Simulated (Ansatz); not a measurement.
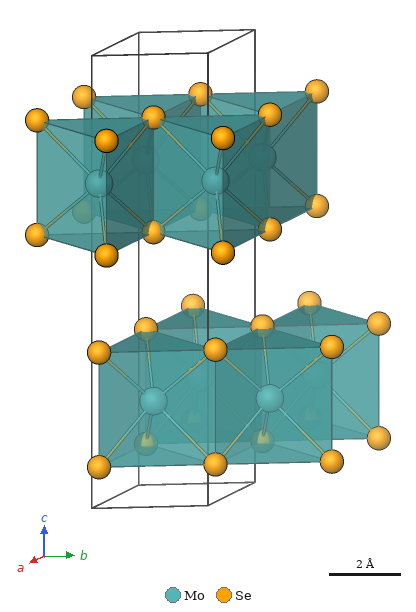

The starting point is solid MoSe2 (built on the 2H (MoS2) bulk type). The picture is a polyhedral view of the cell of the calculation, repeated 2 × 2 × 1 with one cell outlined, seen slightly off an axis.

Computed with DFT, r2SCAN, plane waves, PAW (Ansatz 0.2.0). Settings: plane-wave cutoff 500 eV; k-point mesh 12 × 12 × 2; occupations fixed; no spin polarisation.

Change: All lengths are scaled by −1.0 % (volume −3.0 %) and the Se atoms are displaced by 0.03 Å relative to the cell: Se4 0.03 Å along −c. No relaxation follows.

Input file:
```yaml
crystal:
  lattice:
    - [3.2723427995, 0.0, 0.0]
    - [-1.6361713998, 2.8339319943, 0.0]
    - [0.0, 0.0, 12.9569527165]
  atoms:
    - { symbol: Mo, position: [0.3333333333, 0.6666666667, 0.25] }
    - { symbol: Mo, position: [0.6666666667, 0.3333333333, 0.75] }
    - { symbol: Se, position: [0.6666666667, 0.3333333333, 0.378614952] }
    - { symbol: Se, position: [0.6666666667, 0.3333333333, 0.121385048] }
    - { symbol: Se, position: [0.3333333333, 0.6666666667, 0.878614952] }
    - { symbol: Se, position: [0.3333333333, 0.6666666667, 0.621385048] }
kpoints:
  mp_grid: { grid: [12, 12, 2] }
  band_path:
    path:
      - [0.0, 0.0, 0.0]
      - [0.5, 0.0, 0.0]
      - [0.3333333333, 0.3333333333, 0.0]
      - [0.0, 0.0, 0.5]
      - [0.5, 0.0, 0.5]
      - [0.3333333333, 0.3333333333, 0.5]
      - [0.182292, 0.184896, 0.0]
    npoints: 1
hamiltonian:
  xc: r2scan
scf:
  occupations: { method: fixed }
  n_extra_bands: 5
output:
  forces: true
  stress: true
  eigenvalues: true
```

Run as
```bash
ansatz run input.yaml --threads 2 --pin off --max-ram 29491MiB --backend cpu --events-out ev --progress --plain --runs-dir out
```

What is the effect?

Answer. The energy rises by 9.2 meV per atom. The pressure goes from 1.2 to 3.3 GPa. The principal stresses (compression positive) are 2.0 GPa along c and 3.9 GPa across it. The largest forces, 0.043 eV/Å, act on Se3, Se4, Se5 and Se6. The band gap goes from 1.00 to 0.96 eV. Some distances before and after: Mo–Se 2.528 → 2.519 Å. The space group stays P6_3/mmc (No. 194).

Limits of the set-up: layers or molecules are held without a dispersion correction, so their spacing is unreliable.
